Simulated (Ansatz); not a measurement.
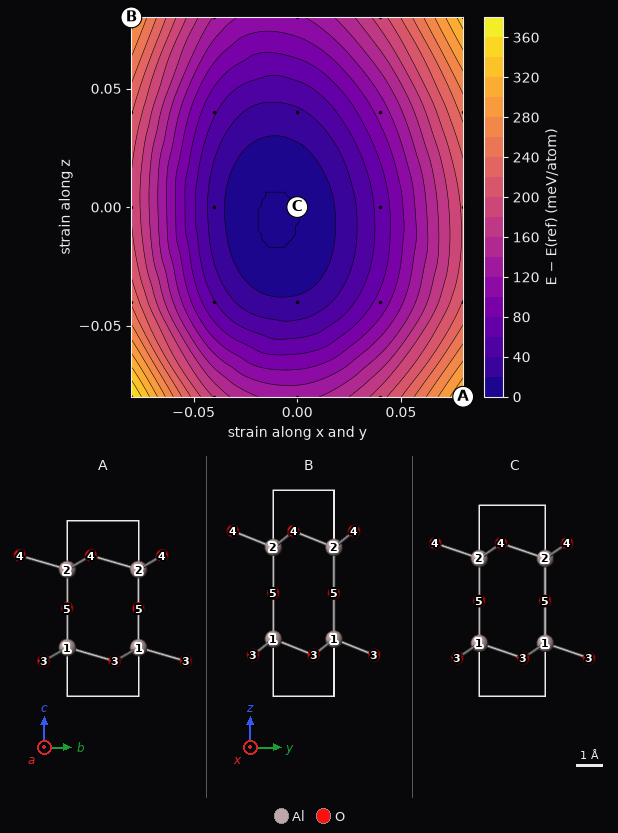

Energy scan for solid Al₂O₃ (P-3m1), in which the cell is strained equally along x and y and separately along z, with the atoms kept at their fractional coordinates. x, y and z are the Cartesian axes of the input. The map is interpolated between the computed points (dots). The lettered frames are marked on it. Style: ball-and-stick. Shown: the cell of the calculation, along the a axis.

Level of theory: DFT PBEsol, scalar-relativistic, plane waves, PAW in Ansatz. Set-up: plane-wave cutoff 420 eV; k-point mesh 12 × 12 × 4; occupations gaussian; smearing width 0.05 eV; no spin polarisation. Energies (free energies at the smearing named) are counted from the cell as listed in its source, which wasn't relaxed.

Q: Describe the energy landscape.

A: In pairs of (strain along x and y; strain along z): the lowest computed point lies at (0.000, 0.000) (0 meV/atom), the highest at (−0.080, −0.080) (364 meV/atom).  Over the ranges scanned the energy rises more along the first axis, the in-plane strain. The pressure runs from −25.6 GPa at (0.080, 0.080) to 59.8 GPa at (−0.080, −0.080). The frames lie at A (0.080, −0.080): 321 meV/atom, B (−0.080, 0.080): 290 meV/atom, C (0.000, 0.000): 0 meV/atom.

The computed points:

Rows: strain along x and y; columns: strain along z; values in meV/atom.

|  | −0.080 | −0.040 | 0.000 | 0.040 | 0.080 |
| --- | --- | --- | --- | --- | --- |
| −0.080 | 364 | 237 | 198 | 222 | 290 |
| −0.040 | 178 | 61 | 31 | 63 | 138 |
| 0.000 | 134 | 24 | 0 | 37 | 117 |
| 0.040 | 192 | 88 | 68 | 108 | 190 |
| 0.080 | 321 | 222 | 205 | 247 | 331 |
